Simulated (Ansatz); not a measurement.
```xyz
11

C     0.9995    1.4899   -0.1573
C    -0.0971    0.5604    0.3532
O     1.2232    0.9806   -1.4859
O     0.3220   -0.7291   -0.2389
H     2.0936    1.2241   -1.8420
H     0.6560    2.5344   -0.1800
H     1.9156    1.4066    0.4497
H    -1.0885    0.8182   -0.0463
H    -0.1187    0.4566    1.4447
H    -0.4144   -1.3304   -0.4570
H     0.8376   -0.3012   -1.1086
```

Geometry: r2SCAN-D4/def2-SVP.

These are results of Ansatz, isolated molecule in a Gaussian basis; Kohn-Sham density functional theory, functional PBE0, not measurements.

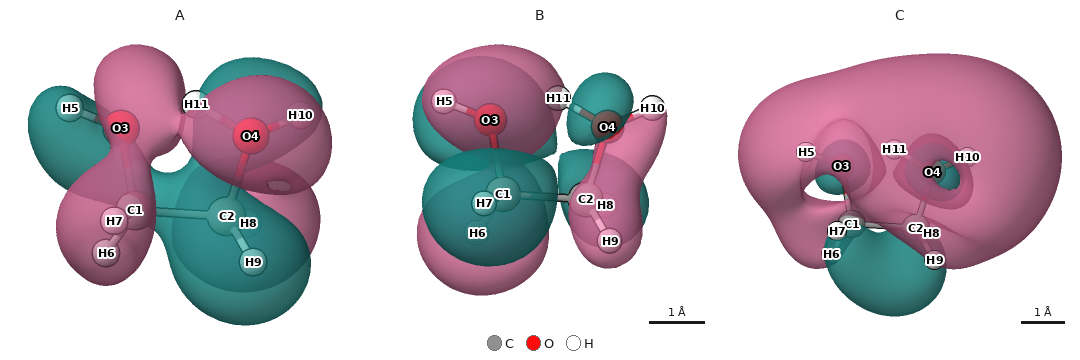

C₂H₇O₂ (SMILES OCC[OH2+]) (charge +1). Three frontier orbitals at ±0.05 Å⁻³ᐟ² (teal and pink are the two phases), in no order.

Question: Which picture is the HOMO−1, the HOMO and the LUMO?

Answer: A is the HOMO−1 (−15.80 eV). Its weight (Hirshfeld) is mainly on O4 (about 30 %), C2 (about 20 %), O3 (about 20 %), H8 (about 10 %) and H9 (about 5 %). B is the HOMO (−14.68 eV). Its weight (Hirshfeld) is mainly on O3 (about 50 %), C1 (about 20 %), H7 (about 10 %) and H6 (about 10 %). C is the LUMO (−5.20 eV). It lies mainly on H10 (about 30 %), O4 (about 15 %), C2 (about 15 %), H11 (about 10 %), H5 (about 10 %) and C1 (about 5 %).

Question: What is the HOMO–LUMO gap?

Answer: 9.48 eV between the orbital energies.
